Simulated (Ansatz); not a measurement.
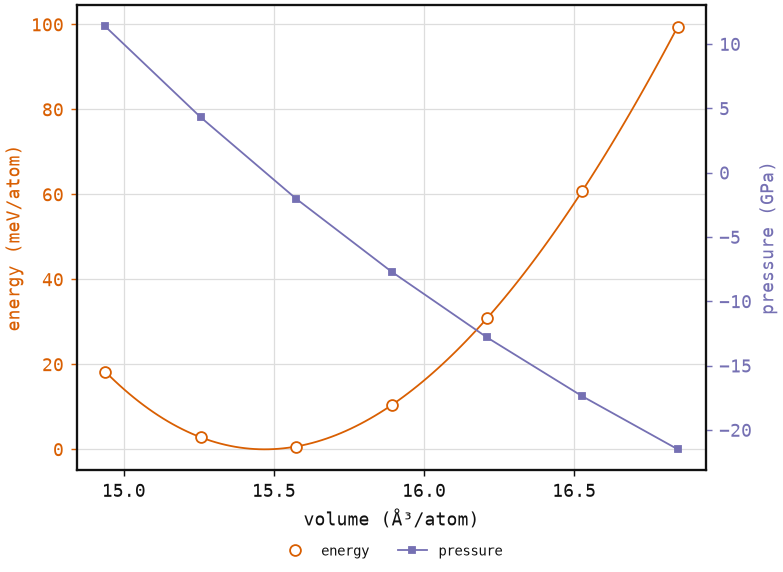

Plotted: energy and pressure against volume for Mo, space group Im-3m (No. 229).

Cell as given: a = 2.743 Å, b = 2.743 Å, c = 2.743 Å, α = 109.47°, β = 109.47°, γ = 109.47°; 1 atom.

Calculation (Ansatz 0.2.0): plane-wave DFT, no spin polarisation; energies at scaled volumes of the given cell, shape and fractions fixed, counted from the fit's minimum, third-order Birch-Murnaghan fit. Level: CAM-B3LYP.

- k mesh: 6×6×6
- occupations: Fermi–Dirac
- smearing width: 0.05 eV
- potentials: Ansatz PAW
- wave cutoff: 420 eV
- density cutoff: 1680 eV

### How stiff is the solid, and where is its volume at rest?

A third-order Birch–Murnaghan fit gives V0 = 15.47 Å³/atom, B0 = 302 GPa and B′ = 4.2.

### What does the pressure do across the range?

It falls from 11.36 GPa at volume 14.94 Å³/atom to −21.51 GPa at 16.85 Å³/atom, and changes sign near 15.47 Å³/atom.

Keep in mind: coarse k mesh; the functional was run on potentials made for another functional.
